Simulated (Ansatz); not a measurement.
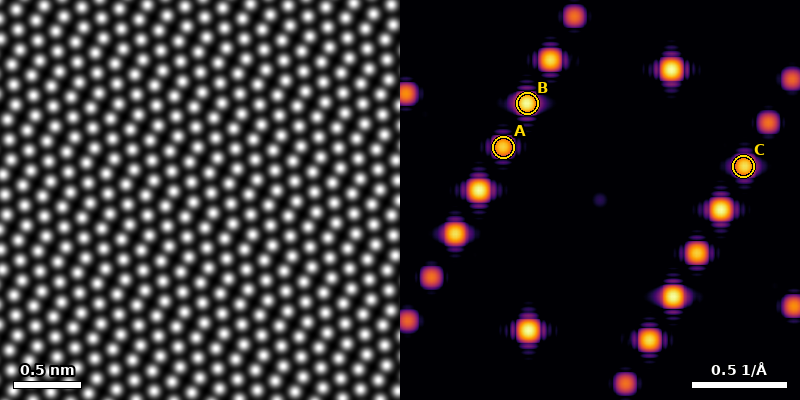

Z-contrast image of a crystal. Simulation: incoherent imaging, intensity Z^1.7 per atom, probe width 0.70 Å, thin sample. The display is stretched by a gamma of 0.8; percentages refer to the linear signal.

The right panel is the modulus of the image's Fourier transform on a logarithmic scale.

**Which lattice spacings do the marked spots stand for, and what angle do A and B enclose?**

A: 1.7 Å, B: 1.5 Å, C: 1.3 Å; A and B enclose about 24°.

The crystal is Rh (P6/mmm, No. 191) along [102]; the spots are (2 -1 -1), (2 -2 -1) and (-2 -1 1). Model: the input geometry of an electronic-structure calculation (not necessarily at equilibrium); the starting structure was generated, so it need not be a known form of this composition.
